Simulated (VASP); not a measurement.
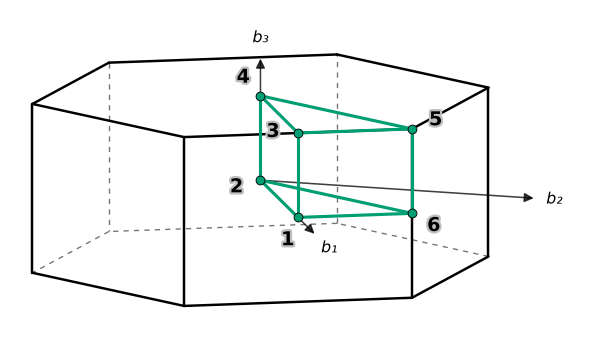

The first Brillouin zone of a primitive hexagonal lattice (hP; extended symbol hP2) is drawn with its special points numbered. Crystal: TaN, a cell listed in the Materials Project, as set up for an electronic-structure calculation. Geometry calculated from the standardised cell; symmetry tolerance 0.002 Å.

a = 2.922 Å, b = 2.922 Å, c = 5.917 Å, α = 90.00°, β = 90.00°, γ = 120.00°.

Labels and path follow the convention of Hinuma et al. (2017), as computed by seekpath; the arrows show the directions of the reciprocal primitive vectors b₁, b₂, b₃, in which coordinates are given.

**Which special point is each number?**

```json
{"no.": "1", "label": "M", "coordinates": "(1/2, 0, 0)"}
{"no.": "2", "label": "Γ", "coordinates": "(0, 0, 0)"}
{"no.": "3", "label": "L", "coordinates": "(1/2, 0, 1/2)"}
{"no.": "4", "label": "A", "coordinates": "(0, 0, 1/2)"}
{"no.": "5", "label": "H", "coordinates": "(1/3, 1/3, 1/2)"}
{"no.": "6", "label": "K", "coordinates": "(1/3, 1/3, 0)"}
```
